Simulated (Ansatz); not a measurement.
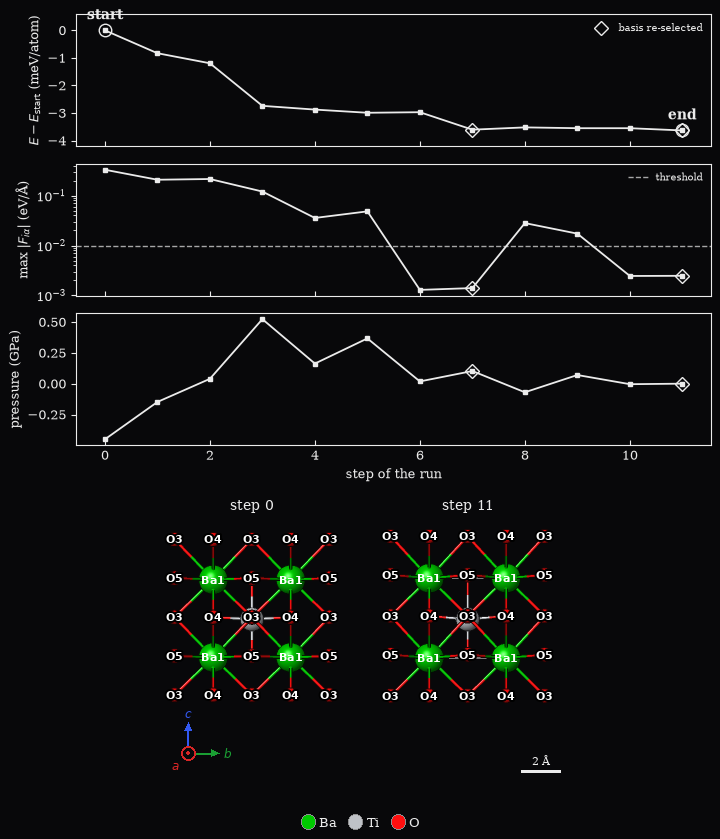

First and last geometry of a relaxation of solid BaTiO₃ (set up in P4mm), with the history of the run. A ball-and-stick model of the cell of the calculation, seen along the a axis.

The run lets cell and atoms move.

These are results of Kohn-Sham DFT of a periodic cell, PBE with D4, Ansatz PAW (Ansatz), not measurements.

The input:
```yaml
crystal:
  lattice:
    - [3.9998, 0.0, 0.0]
    - [0.0, 3.9998, 0.0]
    - [0.0, 0.0, 4.018]
  atoms:
    - { symbol: Ba, position: [0.0, 0.0, 0.0] }
    - { symbol: Ti, position: [0.5, 0.5, 0.49] }
    - { symbol: O, position: [0.0, 0.5, 0.517] }
    - { symbol: O, position: [0.5, 0.0, 0.517] }
    - { symbol: O, position: [0.5, 0.5, 0.019] }
hamiltonian:
  xc: pbe
  pseudopotentials: { kind: paw }
  dispersion: d4
kpoints:
  mp_grid: { grid: [7, 7, 7] }
scf:
  occupations: { method: fermi_dirac, width: 0.05 }
output:
  forces: true
  stress: true
relax:
  f_tol: 0.01
  max_steps: 40
  cell: { stress_tol: 0.05 }
```

Run as
```bash
ansatz run input.yaml --threads 2 --pin off --max-ram 5120MiB --backend cpu --events-out ev --progress --plain --runs-dir out
```

### Read the history and describe the run.

It converged. The atom that moves furthest relative to the cell is an O atom (0.063 Å along +c). Largest moves by element: O 0.063 Å, Ti 0.053 Å, Ba 0.026 Å. Cell: a = b 4.000 → 3.973 Å (−0.7 %), c 4.018 → 4.120 Å (+2.5 %). Volume +1.2 %. Among the contacts that change: O–Ti 2.126 → 2.295 Å, O–Ti 1.892 → 1.825 Å, Ba–O 2.884 → 2.937 Å, Ba–Ti 3.493 → 3.525 Å. Among the angles between lasting bonds that change: Ti–O–Ti 173.8° → 170.1°, O–Ti–O 173.8° → 170.1°, Ba–O–Ba 176.9° → 173.2°. The space group stays P4mm (No. 99). The energy falls by 3.6 meV per atom in 9 accepted moves (11 points after the start). Largest force component: 0.33 eV/Å at the start, 0.0025 eV/Å at the end. Pressure: −0.45 GPa at the start and 0.00 GPa at the end. The SCF was repeated twice at an unchanged geometry on a basis and grid sized afresh for the cell, which shifted the energy by 0.6 meV per atom at most.
